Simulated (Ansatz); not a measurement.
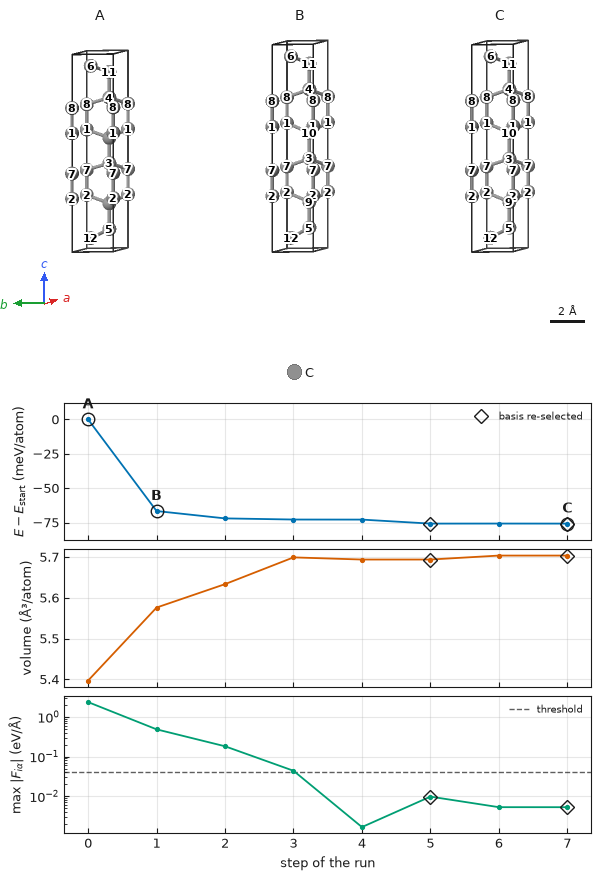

Frames of a relaxation of crystalline C (a generated structure, set up in P-6m2) (coarse preliminary run), marked on the history of the run. A ball-and-stick model of the cell of the calculation, seen from a free direction.

Level of theory: DFT PBE, scalar-relativistic, plane waves, PAW (Ansatz 0.2.0).

Input file:
```yaml
crystal:
  lattice:
    - [2.50724918, 0.0, 0.0]
    - [-1.25362459, 2.17134148, 0.0]
    - [0.0, 0.0, 11.89623997]
  atoms:
    - { symbol: C, position: [0.0, 0.0, 0.60180376] }
    - { symbol: C, position: [0.0, 0.0, 0.27060211] }
    - { symbol: C, position: [0.66666667, 0.33333333, 0.43602861] }
    - { symbol: C, position: [0.66666667, 0.33333333, 0.76769925] }
    - { symbol: C, position: [0.66666667, 0.33333333, 0.10237188] }
    - { symbol: C, position: [0.33333333, 0.66666667, 0.9359094] }
    - { symbol: C, position: [0.0, 0.0, 0.39819624] }
    - { symbol: C, position: [0.0, 0.0, 0.72939789] }
    - { symbol: C, position: [0.66666667, 0.33333333, 0.23230075] }
    - { symbol: C, position: [0.66666667, 0.33333333, 0.56397139] }
    - { symbol: C, position: [0.66666667, 0.33333333, 0.89762812] }
    - { symbol: C, position: [0.33333333, 0.66666667, 0.0640906] }
basis:
  ecutwfc: 420
kpoints:
  mp_grid: { grid: [6, 6, 2] }
hamiltonian:
  xc: pbe
scf:
  occupations: { method: gaussian, width: 0.1 }
  lower_state_search: "off"
output:
  forces: true
  stress: true
  eigenvalues: true
relax:
  adjacent_minimum: "off"
  f_tol: 0.04
  max_steps: 70
  cell: { stress_tol: 0.4 }
```

Command:
```bash
ansatz run input.yaml --threads 1 --pin off --max-ram 2560MiB --backend cpu --events-out ev --progress --plain --runs-dir out
```

What happens along the run?

Over 5 accepted moves (7 points after the start) the energy falls by 75.8 meV per atom. Largest force component: 2.4 eV/Å at the start, 0.0053 eV/Å at the end. Pressure: 27.69 GPa at the start and 0.01 GPa at the end. At 2 points the geometry stayed and the basis and grid were re-selected for the new cell (energy shift of 2.9 meV per atom at most each time). The largest moves relative to the cell, 0.052 Å, are those of C4 and C9. C4 goes along +c. The volume changes by +5.7 %, with a = b 2.507 → 2.516 Å (+0.4 %), c 11.896 → 12.484 Å (+4.9 %). Some distances before and after: C1–C8 1.518 → 1.567 Å, C1–C10 1.516 → 1.544 Å. Bond angles that change, for instance: C8–C1–C10 107.3° → 109.8°, C10–C1–C10 111.6° → 109.1°, C12–C5–C12 111.4° → 109.3°. The space group stays P-6m2 (No. 187). The run took 20 s on 1 thread of Arm Neoverse V2, with other jobs on the host, peak memory 0.29 GiB. From step 0 to 1: C atoms move most (0.05 Å), volume +3.3 %, energy −66.7 meV per atom. From step 1 to 7: C atoms move most (0.02 Å), volume +2.3 %, energy −9.1 meV per atom.
